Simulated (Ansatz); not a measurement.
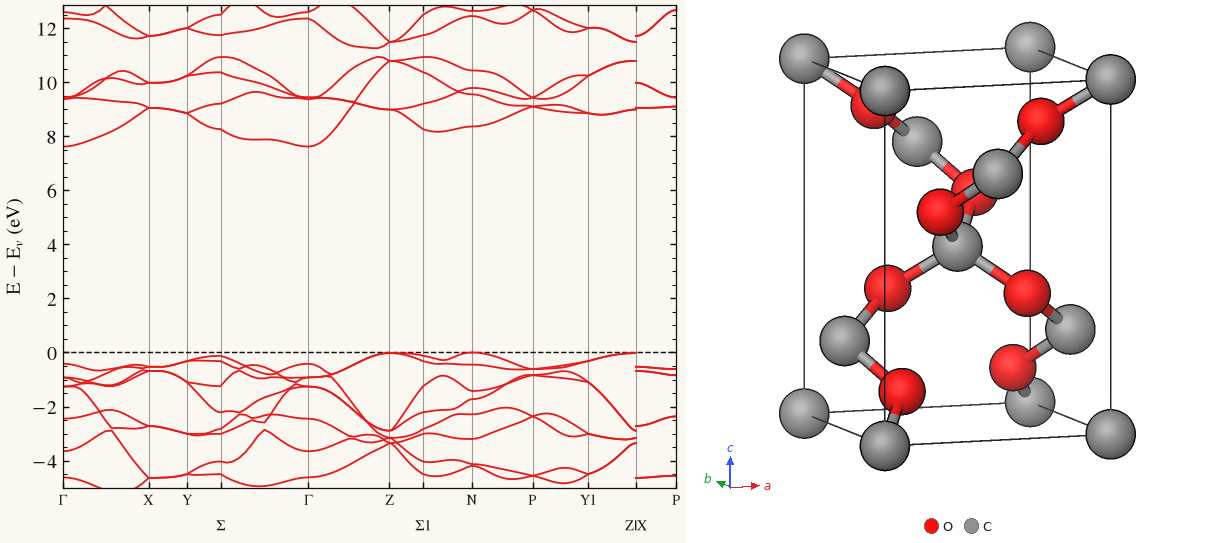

Band structure, beside the structure. Energies are counted from the top of the valence band.

Calculation on CO$_{2}$, space group I-42d, 6 atoms in the primitive cell; a = 3.949 Å, c = 5.908 Å (tetragonal axes).

Method: PBEsol, Ansatz PAW, no spin polarisation, no spin-orbit coupling, 8×8×8 k mesh, 420 eV cutoff, Fermi-Dirac smearing of 0.05 eV (Ansatz 0.2.0).

Question: Read off the fundamental gap and say whether it is direct.

Answer: The bands leave a gap. The gap along this path is 7.62 eV and indirect, from the valence-band top at N to the conduction-band bottom at Γ; the smallest direct gap is 8.03 eV, at Γ. At Z the top valence band lies only 0.02 eV lower.

Question: How much do the top valence band and the lowest conduction band disperse along the path?

Answer: The top valence band spans 0.8 eV and the lowest conduction band 1.6 eV.

Question: What are the direct gaps at Y1, Σ and P?

Answer: The direct gaps are 9.17 eV at Y1, 8.39 eV at Σ and 9.71 eV at P.

Question: How many bands meet at the valence-band top?

Answer: The top valence level at N is a single band, not degenerate (spin aside).

The PAW data sets were made with another functional. The cell is under a strain of −2 % (uniaxial). LDA, GGA and most meta-GGA functionals understate gaps. The cell comes from a database of computed structures, and whether it is the stable form of this composition wasn't checked. In reduced coordinates of the cell that was run, X is (0, 0, 0.5), Y is (−0.223, 0.223, 0.5), Σ is (−0.362, 0.362, 0.362), Z is (0.5, 0.5, −0.5), Σ1 is (0.362, 0.638, −0.362), N is (0, 0.5, 0), P is (0.25, 0.25, 0.25) and Y1 is (0.5, 0.5, −0.223).
